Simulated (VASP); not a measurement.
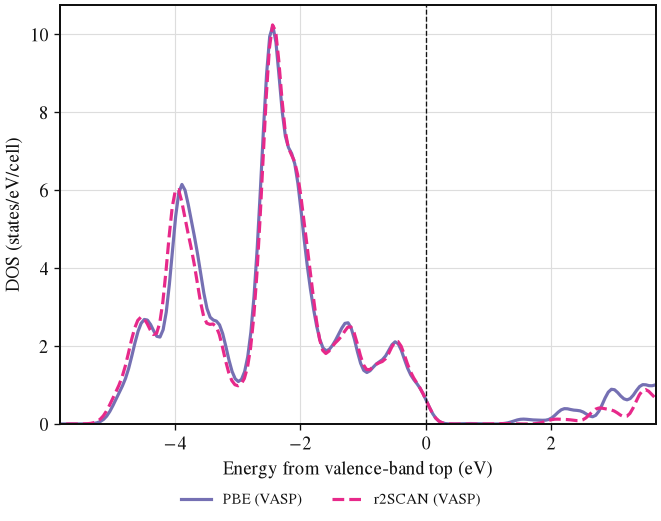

Total densities of states of AgBr, space group Fm-3m (No. 225), 2 atoms in the cell, rocksalt type, by two methods on the same cell. The curves are built from the levels of the k mesh with Gaussians 0.3 eV wide, which also blur the band edges. Each is counted from its own valence-band top.

What changes from one method to the other?

Answer. PBE (VASP) gives a gap of 0.68 eV and r2SCAN (VASP) gives a gap of 1.25 eV.

Settings. PBE (VASP): DFT, PBE, plane waves, PAW, 8×8×8 k mesh, 520 eV cutoff, Fermi-Dirac smearing of 0.02 eV (VASP 6.6.1). r2SCAN (VASP): DFT, r2SCAN, plane waves, PAW, 8×8×8 k mesh, 520 eV cutoff (VASP 6.6.1).
